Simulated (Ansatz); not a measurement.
**Ag: geometry relaxation (part 2 of 2)**

Ag (slab, 10 atoms in the cell); DFT PBEsol, scalar-relativistic, plane waves, PAW, no spin polarisation (Ansatz 0.2.0); cutoff 420 eV, 12×7×1 k-mesh, Gaussian smearing of 0.1 eV. The structure derives from an entry of the Crystallography Open Database. It belongs to a series of runs on one base structure; here: (1 0 1) slab, atoms relaxed.

Geometry of the input (Å; fractional positions):
```
2.8671  0.0000  0.0000
-1.4335  5.3073  0.0000
0.0000  0.0000  25.6066
Ag 0.4388  0.8777  0.2929
Ag 0.7800  0.5601  0.3643
Ag 0.0483  0.0965  0.3786
Ag 0.3895  0.7789  0.4500
Ag 0.6577  0.3154  0.4643
Ag 0.9989  0.9978  0.5357
Ag 0.2671  0.5343  0.5500
Ag 0.6083  0.2167  0.6214
Ag 0.8766  0.7531  0.6357
Ag 0.2178  0.4355  0.7071
```

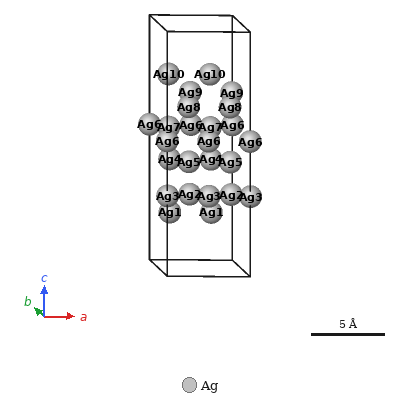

Fig. 1: The geometry at step 3 of the log (spheres-only view of the 2 × 1 repeat of the cell, with the vacuum cut short, seen slightly off an axis; atoms are numbered from 1 in the order of the input).

## Log, continued
```
SCF iter   1: F=—  HF=-75219.874142 eV  |F-HF|=—  |Δ(HF+E_count)|=         —  Δρ=4.40e-4  dr2=7.64e-4  ethr=3.31e-6  p=-0.000 e·Å  D=-5.73e-8 V/Å  ΔV_dip=0.00 eV  dr2_dipole=1.88e-12  V_vac-E_F(+/−)=4.30/4.30 eV  ⟨swp⟩=3.0  Hψ=9108  notcnv=0  defer=549
efield: sawtooth ramp at fractional position 0.9800 (handed on by an earlier solve), width 0.0400; the density the first Hamiltonian is built on has a dipole p = -0.000 e·Å; the dipole correction subtracts the counter field D = -5.73e-8 V/Å, which shifts the + side's vacuum level by +0.00 eV against the − side's; the planar-averaged density in the ramp window peaks in size at 5.4e-7 e/Å³
preconditioner: auto → LDOS  [metal: Δε(μ)=0.007 eV  Ē_g=9.242 eV  σ=0.100 eV  W_gap=0.04  n_scr=90 (ndim 8)  ℏωp=19.7 eV  f_vac=0.529  D(μ)=3.44/eV (n_scr^D=16)  β→1.0]
SCF iter   2: F=—  HF=-75219.874005 eV  |F-HF|=—  |Δ(HF+E_count)|=   1.37e-4  Δρ=3.56e-4  dr2=4.67e-4  ethr=4.02e-7  p=0.000 e·Å  D=1.11e-6 V/Å  ΔV_dip=-0.00 eV  dr2_dipole=7.04e-11  V_vac-E_F(+/−)=4.30/4.30 eV  ⟨swp⟩=3.3  Hψ=11433  notcnv=0  defer=549
SCF iter   3: F=—  HF=-75219.873835 eV  |F-HF|=—  |Δ(HF+E_count)|=   1.70e-4  Δρ=4.67e-5  dr2=7.62e-6  ethr=2.46e-7  p=-0.000 e·Å  D=-1.90e-7 V/Å  ΔV_dip=0.00 eV  dr2_dipole=3.29e-11  V_vac-E_F(+/−)=4.30/4.30 eV  ⟨swp⟩=2.0  Hψ=6980  notcnv=0  defer=549
SCF iter   4: F=—  HF=-75219.873728 eV  |F-HF|=—  |Δ(HF+E_count)|=   1.07e-4  Δρ=3.48e-5  dr2=3.92e-6  ethr=4.01e-9  p=0.000 e·Å  D=2.28e-7 V/Å  ΔV_dip=-0.00 eV  dr2_dipole=4.10e-12  V_vac-E_F(+/−)=4.30/4.30 eV  ⟨swp⟩=2.7  Hψ=8690  notcnv=0  defer=549
SCF iter   5: F=—  HF=-75219.873728 eV  |F-HF|=—  |Δ(HF+E_count)|=   6.60e-7  Δρ=1.34e-5  dr2=5.67e-7  ethr=2.07e-9  p=0.000 e·Å  D=1.28e-7 V/Å  ΔV_dip=-0.00 eV  dr2_dipole=2.56e-12  V_vac-E_F(+/−)=4.30/4.30 eV  ⟨swp⟩=2.0  Hψ=6888  notcnv=0  defer=549
SCF iter   6: F=-75219.873728 eV  HF=-75219.873728 eV  |F-HF|=2.91e-8  |Δ(HF+E_count)|=   7.56e-8  Δρ=4.20e-6  dr2=5.38e-8  ethr=5.26e-11  p=0.000 e·Å  D=2.05e-8 V/Å  ΔV_dip=-0.00 eV  dr2_dipole=1.25e-14  V_vac-E_F(+/−)=4.30/4.30 eV  ⟨swp⟩=17.0  Hψ=37942  notcnv=0
SCF 5 converged in 6 iterations: F = -75219.873728 eV  dr2 = 5.38e-8
relax step   5: F+E_penalty+E_count = -75219.87372758 eV  Δ(F+E_penalty+E_count) = -6.188e-4 eV  max|allowed force component| = 6.320e-3 eV/Å  Δτ_max = 0.0140 Å  (6 SCF iters, accepted)
WARN: The output density's exchange-correlation potential varies sharply where the density is thin. Do not read a vacuum level from v_tot or v_xc, or from such a field of the output density. On a cell that repeats whose density bears no net charge and no dipole along the vacuum's axis use v_es (v_loc + v_h of the components); under efield.dipole_correction with no amplitude use v_es + v_field, which holds any external_charges[].barrier, or the levels of the report's work_function block, which leave it out; under a non-zero efield.amplitude the vacuum is tilted and has no level; on a cell that repeats and bears such a dipole with no correction it is tilted too, and efield.dipole_correction with no amplitude gives each side of its ramp a level where efield: is served; in a cell that repeats whose density bears a net charge (total_charge, or a fill off its count) it is curved and has none; of a slab under crystal.periodic whose density bears no net charge use v_es, which has a level on each side, short of where the two are joined; of another it falls or rises all the way out and has none; of a slab beside external_charges read slab_vacuum_level instead, which it has where they leave it neutral. The grid or the basis barely resolves most such structure, and the values can differ between equally converged runs; as a rule a tighter scf.convergence.dr2_threshold does not remove it. Where the density itself ripples (under the LDA too) a higher basis.ecutwfc lessens it. The files hold the spikes' plane waves up to the density's cutoff. Files: v_tot_of_output_density and the like, and their columns of v_z.tsv (output.write_potential); v_xc_of_output_density and the like, and their columns of v_comp_z.tsv (output.write_potential_components). Measured: with its Gaussian average of σ = 0.25 Å subtracted twice, the exchange-correlation potential is over 0.1 eV at 494 of the grid points where the equally averaged density (valence and model cores) is under 1e-3 e/Å³, and 0.305 eV at the most among them, at an averaged density of 1.9e-8 e/Å³. The input density's (outcome.potential() and, of a run that writes arrays, v_tot and v_xc) is over 0.1 eV, so measured, at 3 points of its own thin density, 0.138 eV at the most. See output.write_potential in the manual, Limitations
SCF converged after 6 iterations
Free energy (F): -75219.873728 eV
Harris-Foulkes:  -75219.873728 eV  (|F-HF|=2.91e-8)
Internal energy: -75219.856508 eV  (E = F + TS)
E sigma→0 (E₀):  -75219.865118 eV
Entropy (-TS):   -0.017220 eV (-1.722 meV/atom)
Fermi energy:    5.086780 eV
Dipole field:    D = 0.000000 V/Å  (p = 0.000000 e·Å, saw-weighted, corrected)
Work function:   Φ+ = 4.2976 eV   Φ− = 4.2976 eV
Levels:          The Fermi level and band energies are counted from a zero that moves with the ramp; work functions are not
--- Per-component energies (eV) ---
  E_band       = -4641.100655
  E_kinetic    = 5274.547596
  E_local      = -318653.088945  (includes V_loc(G=0)·N_el)
  E_nonlocal   = 827.470900
  E_hartree    = 157183.152952
  E_xc         = -1833.599277
  E_vxc        = -2339.205804  (∫ρ·V_xc dr)
  E_paw        = -38348.345950  (= ΣΔE_a)
  E_vpaw       = -4117.105909  (= ΣTr[D̂ρ^β])
  E_aug_tail   = 0.002932  (compensation charges beyond the density's cutoff)
  E_efield     = 0.000000  (sawtooth field / dipole correction)
  E_vefield    = 0.000000  (∫n·V_field dr)
  E_ewald      = 120326.775893
  E_core_change = 3.227391  (= ΣΔE_core)
  E_smearing   = -0.017220  (= −TS)
  E_closure    = 0.000000  (closes the sum)
  Σ components = -75219.873728   (vs F -75219.873728, Δ=0.00e0)
--- Forces (eV/Å), atoms counted from 1 ---
  atom   1  Ag     0.00001696     0.00631986     0.00579163
  atom   2  Ag    -0.00002414    -0.00249377    -0.00561962
  atom   3  Ag     0.00003318     0.00083036     0.00186632
  atom   4  Ag    -0.00010543    -0.00423131    -0.00344093
  atom   5  Ag     0.00008859     0.00333261     0.00297376
  atom   6  Ag    -0.00008866    -0.00333280    -0.00297255
  atom   7  Ag     0.00010522     0.00423168     0.00344184
  atom   8  Ag    -0.00003297    -0.00082826    -0.00186531
  atom   9  Ag     0.00002410     0.00249094     0.00561796
  atom  10  Ag    -0.00001695    -0.00631910    -0.00579361
  max |Σ_I F_I| component: 5.07e-7 eV/Å
--- Band table (eV; the first three rows and the last of 43) ---
  k-point 0: bands = ["-86.7773", "-86.7690", "-86.7484", "-86.7482", "-86.7360", "-86.7356", "-86.6160", "-86.6160", "-86.3422", "-86.3422", "-50.3461", "-50.3442", "-50.3326", "-50.2939", "-50.2855", "-50.2559", "-50.2359", "-50.2309", "-50.2296", "-50.2261", "-50.2190", "-50.2115", "-50.2083", "-50.2069", "-50.2007", "-50.1946", "-50.1922", "-50.1836", "-50.1242", "-50.1227", "-50.0844", "-50.0832", "-50.0804", "-50.0804", "-49.8576", "-49.8576", "-49.8313", "-49.8313", "-49.8244", "-49.8244", "-2.5582", "-1.7670", "-1.2379", "-1.2347", "-1.1998", "-1.0995", "-0.8274", "-0.8027", "-0.6735", "-0.6225", "-0.4258", "-0.4035", "-0.0142", "-0.0073", "0.1979", "0.2232", "0.2728", "0.3891", "0.4616", "0.5336", "0.5692", "0.6215", "0.6460", "0.6531", "0.8044", "0.8055", "0.8091", "0.9139", "0.9516", "1.0281", "1.0525", "1.0927", "1.1656", "1.1679", "1.2950", "1.3097", "1.3493", "1.4766", "1.4843", "1.5016", "1.5287", "1.7499", "1.7603", "1.8199", "1.9556", "2.0640", "2.0698", "2.0772", "2.1174", "2.3115", "2.3149", "2.3794", "2.3886", "2.6429", "4.0943", "4.8773", "5.2190", "5.5623", "5.7909", "6.5042", "7.1773", "7.3564", "7.4242", "9.3294", "9.4607", "9.7422", "10.5251", "11.1732", "11.4429", "11.6155", "11.7606", "12.6419", "12.9600", "13.3263"]
  k-point 1: bands = ["-86.7769", "-86.7691", "-86.7491", "-86.7479", "-86.7359", "-86.7356", "-86.6160", "-86.6160", "-86.3422", "-86.3422", "-50.3441", "-50.3387", "-50.3303", "-50.2912", "-50.2822", "-50.2580", "-50.2430", "-50.2352", "-50.2243", "-50.2217", "-50.2186", "-50.2152", "-50.2103", "-50.2039", "-50.2015", "-50.1964", "-50.1925", "-50.1844", "-50.1265", "-50.1251", "-50.0853", "-50.0840", "-50.0803", "-50.0803", "-49.8575", "-49.8574", "-49.8313", "-49.8313", "-49.8244", "-49.8244", "-2.4365", "-1.6682", "-1.2901", "-1.1740", "-1.1441", "-1.0745", "-0.8880", "-0.7966", "-0.6363", "-0.5503", "-0.4038", "-0.3574", "-0.1093", "-0.0151", "0.1416", "0.2271", "0.2935", "0.4025", "0.4297", "0.4782", "0.5650", "0.5844", "0.6319", "0.6531", "0.7443", "0.8087", "0.8099", "0.8548", "0.9157", "1.0254", "1.0605", "1.1187", "1.1674", "1.1883", "1.2609", "1.2644", "1.3333", "1.4626", "1.5409", "1.5451", "1.6379", "1.7323", "1.7870", "1.8026", "1.8863", "2.0140", "2.0646", "2.1425", "2.1822", "2.3108", "2.3163", "2.3738", "2.3888", "2.8126", "3.6709", "3.9222", "4.6105", "5.3795", "6.4586", "6.7077", "7.2546", "7.8150", "7.9250", "9.4394", "9.6967", "9.7263", "10.8195", "10.9103", "11.4159", "11.7095", "11.8819", "12.4642", "13.0427", "13.4441"]
  k-point 2: bands = ["-86.7759", "-86.7695", "-86.7499", "-86.7479", "-86.7358", "-86.7355", "-86.6161", "-86.6161", "-86.3422", "-86.3422", "-50.3384", "-50.3254", "-50.3246", "-50.2842", "-50.2755", "-50.2634", "-50.2500", "-50.2400", "-50.2319", "-50.2190", "-50.2175", "-50.2146", "-50.2093", "-50.2037", "-50.2003", "-50.1999", "-50.1934", "-50.1866", "-50.1325", "-50.1313", "-50.0868", "-50.0857", "-50.0801", "-50.0801", "-49.8571", "-49.8571", "-49.8314", "-49.8314", "-49.8245", "-49.8245", "-2.0920", "-1.4185", "-1.2522", "-1.1456", "-1.1231", "-1.0265", "-0.8840", "-0.7402", "-0.5976", "-0.4868", "-0.4548", "-0.2820", "-0.2110", "-0.0046", "0.1090", "0.2119", "0.2907", "0.3880", "0.4344", "0.4674", "0.4839", "0.5127", "0.5323", "0.6018", "0.6477", "0.7545", "0.7993", "0.8465", "0.9007", "0.9229", "1.0531", "1.0661", "1.1028", "1.2405", "1.2527", "1.3541", "1.3694", "1.4469", "1.5004", "1.6536", "1.6694", "1.7603", "1.8325", "1.8973", "1.9543", "1.9891", "2.0579", "2.1406", "2.1691", "2.3012", "2.3215", "2.3635", "2.3835", "2.4601", "2.9108", "3.2924", "4.4627", "4.9067", "5.9793", "6.6556", "7.8220", "8.3311", "9.2154", "9.7599", "10.0323", "10.2601", "10.7604", "11.1191", "11.5169", "11.7892", "11.9962", "12.3197", "12.4443", "13.3680"]
  k-point 42: bands = ["-86.7650", "-86.7649", "-86.7442", "-86.7411", "-86.7300", "-86.7300", "-86.6097", "-86.6097", "-86.3359", "-86.3359", "-50.3457", "-50.3415", "-50.3372", "-50.3193", "-50.3128", "-50.3085", "-50.2725", "-50.2652", "-50.2619", "-50.2525", "-50.2482", "-50.2415", "-50.2361", "-50.2341", "-50.2311", "-50.2160", "-50.2129", "-50.2089", "-50.1628", "-50.1622", "-50.1283", "-50.1282", "-50.0832", "-50.0829", "-49.9192", "-49.9191", "-49.8541", "-49.8541", "-49.8197", "-49.8197", "-1.2044", "-1.1598", "-1.0679", "-1.0337", "-0.8687", "-0.8245", "-0.7976", "-0.7315", "-0.5598", "-0.5266", "-0.4433", "-0.4079", "-0.3455", "-0.1841", "-0.0236", "0.0052", "0.1116", "0.1433", "0.2721", "0.2864", "0.3278", "0.4941", "0.6093", "0.8465", "0.8931", "0.9833", "1.0617", "1.1312", "1.1883", "1.2733", "1.3432", "1.4680", "1.5037", "1.5321", "1.5813", "1.7388", "1.8343", "1.8817", "1.9500", "2.0008", "2.0791", "2.1212", "2.1892", "2.2492", "2.2712", "2.2944", "2.3150", "2.3455", "2.3596", "2.3800", "4.8364", "5.0752", "5.2917", "5.6101", "6.1967", "6.3143", "6.6227", "7.4107", "7.8908", "8.7024", "9.3855", "9.7417", "10.2217", "10.4980", "10.8657", "11.0578", "11.6170", "11.8422", "12.1990", "12.4465", "12.6063", "12.9444", "13.4082", "13.4722"]
--- Relaxed structure (5 steps of the walk, 5 accepted, 0 SCFs on fresh bases) ---
  F+E_penalty+E_count = -75219.87372758 eV   max|allowed force component| = 6.320e-3 eV/Å
  atoms:
    - { symbol: Ag, position: [0.444001922079485, 0.8871192650456553, 0.2992466869241593] }
    - { symbol: Ag, position: [0.7807996151019944, 0.5608451494931697, 0.3634859419384987] }
    - { symbol: Ag, position: [0.054696277454960696, 0.10849956156092816, 0.37922171645799335] }
    - { symbol: Ag, position: [0.3906361183168641, 0.7813425012663177, 0.45018976927191434] }
    - { symbol: Ag, position: [0.6591592753906541, 0.3177462888692059, 0.46417933037815745] }
    - { symbol: Ag, position: [0.9974444154604099, 0.9954610702927217, 0.535820653903099] }
    - { symbol: Ag, position: [0.26596762523197276, 0.5318649023708815, 0.5498102342178223] }
    - { symbol: Ag, position: [0.6019073398930147, 0.2047077490499952, 0.6207782554224707] }
    - { symbol: Ag, position: [0.8758040990786004, 0.7523622921928702, 0.6365141023993699] }
    - { symbol: Ag, position: [0.2126016305920433, 0.42608785705825364, 0.7007533090865142] }
```

## Trajectory as extended XYZ (Å, eV, eV/Å), 5 frames, from step=1 to step=5
```
10
Lattice="2.8671 0.0000 0.0000 -1.4335 5.3073 0.0000 0.0000 0.0000 25.6066" Properties=species:S:1:pos:R:3:forces:R:3 step=1 energy=-75219.78247
Ag    0.0000    4.6581    7.5000    0.0000  -0.0194   0.4973
Ag    1.4335    2.9724    9.3287    0.0002   0.0061  -0.2143
Ag    0.0000    0.5124    9.6945    0.0004   0.0733  -0.2606
Ag    0.0000    4.1340   11.5232   -0.0002   0.0065   0.0887
Ag    1.4335    1.6740   11.8889    0.0015  -0.0092  -0.0995
Ag    1.4335    5.2957   13.7177   -0.0015   0.0092   0.0995
Ag    0.0000    2.8356   14.0834    0.0002  -0.0065  -0.0887
Ag    1.4335    1.1499   15.9121   -0.0004  -0.0733   0.2606
Ag    1.4335    3.9972   16.2779   -0.0002  -0.0061   0.2143
Ag    0.0000    2.3115   18.1066    0.0000   0.0194  -0.4974
10
Lattice="2.8671 0.0000 0.0000 -1.4335 5.3073 0.0000 0.0000 0.0000 25.6066" Properties=species:S:1:pos:R:3:forces:R:3 step=2 energy=-75219.86590
Ag    0.0006    4.6886    7.6946    0.0002   0.0037  -0.1609
Ag    1.4341    2.9781    9.3265    0.0003  -0.0653   0.0098
Ag    0.0006    0.5713    9.6986    0.0009   0.0563   0.1010
Ag    0.0002    4.1510   11.5390   -0.0014   0.0044  -0.0037
Ag    1.4342    1.6803   11.8706    0.0002   0.0021   0.0720
Ag    1.4329    5.2893   13.7360   -0.0002  -0.0021  -0.0720
Ag   -0.0002    2.8187   14.0676    0.0015  -0.0044   0.0037
Ag    1.4329    1.0910   15.9080   -0.0009  -0.0563  -0.1010
Ag    1.4330    3.9915   16.2801   -0.0003   0.0653  -0.0098
Ag   -0.0006    2.2810   17.9120   -0.0002  -0.0037   0.1609
10
Lattice="2.8671 0.0000 0.0000 -1.4335 5.3073 0.0000 0.0000 0.0000 25.6066" Properties=species:S:1:pos:R:3:forces:R:3 step=3 energy=-75219.87311
Ag    0.0011    4.6958    7.6564    0.0001   0.0082   0.0170
Ag    1.4344    2.9741    9.3124    0.0001   0.0097  -0.0103
Ag    0.0011    0.5727    9.7026    0.0002  -0.0131   0.0061
Ag   -0.0001    4.1485   11.5324   -0.0003  -0.0071  -0.0189
Ag    1.4343    1.6830   11.8820    0.0000   0.0076   0.0019
Ag    1.4328    5.2866   13.7246    0.0000  -0.0076  -0.0019
Ag    0.0001    2.8211   14.0742    0.0003   0.0071   0.0189
Ag    1.4324    1.0895   15.9040   -0.0002   0.0131  -0.0061
Ag    1.4326    3.9955   16.2943   -0.0001  -0.0097   0.0103
Ag   -0.0011    2.2739   17.9503   -0.0001  -0.0082  -0.0169
10
Lattice="2.8671 0.0000 0.0000 -1.4335 5.3073 0.0000 0.0000 0.0000 25.6066" Properties=species:S:1:pos:R:3:forces:R:3 step=4 energy=-75219.87311
Ag    0.0011    4.6958    7.6564    0.0001   0.0082   0.0169
Ag    1.4344    2.9741    9.3124    0.0001   0.0097  -0.0103
Ag    0.0011    0.5727    9.7026    0.0002  -0.0131   0.0061
Ag   -0.0001    4.1485   11.5324   -0.0003  -0.0071  -0.0189
Ag    1.4343    1.6830   11.8820    0.0000   0.0076   0.0018
Ag    1.4328    5.2866   13.7246    0.0000  -0.0076  -0.0018
Ag    0.0001    2.8211   14.0742    0.0003   0.0071   0.0189
Ag    1.4324    1.0895   15.9040   -0.0002   0.0131  -0.0061
Ag    1.4326    3.9955   16.2943   -0.0001  -0.0097   0.0103
Ag   -0.0011    2.2739   17.9503   -0.0001  -0.0082  -0.0169
10
Lattice="2.8671 0.0000 0.0000 -1.4335 5.3073 0.0000 0.0000 0.0000 25.6066" Properties=species:S:1:pos:R:3:forces:R:3 step=5 energy=-75219.87373
Ag    0.0013    4.7082    7.6627    0.0000   0.0063   0.0058
Ag    1.4346    2.9766    9.3076    0.0000  -0.0025  -0.0056
Ag    0.0013    0.5758    9.7106    0.0000   0.0008   0.0019
Ag   -0.0001    4.1468   11.5278   -0.0001  -0.0042  -0.0034
Ag    1.4344    1.6864   11.8861    0.0001   0.0033   0.0030
Ag    1.4327    5.2832   13.7206   -0.0001  -0.0033  -0.0030
Ag    0.0001    2.8228   14.0788    0.0001   0.0042   0.0034
Ag    1.4323    1.0865   15.8960    0.0000  -0.0008  -0.0019
Ag    1.4325    3.9930   16.2990    0.0000   0.0025   0.0056
Ag   -0.0013    2.2614   17.9439    0.0000  -0.0063  -0.0058
```

## Summary

- outcome: converged
- electrons treated: 190
- free energy: −75219.8737 eV
- work function, top face: 4.30 eV
- work function, bottom face: 4.30 eV
- Fermi energy: 5.087 eV
- gap on the k-point mesh: none (metallic)
- final volume: 389.64 Å³
- work function (upper face): 4.30 eV
- largest force (length of the vector) at the end: 0.009 eV/Å
- hardware: 2 threads of Intel Xeon @ 2.50GHz (Skylake/Cascade Lake), 192 GiB of memory available, shared host
- wall time: 8.6 min (CPU time 17 min)
- peak memory: 1.7 GiB

## Notes

The program warns: the k-point mesh lowers the symmetry that the run can use; the exchange-correlation potential is rough where the density is thin.
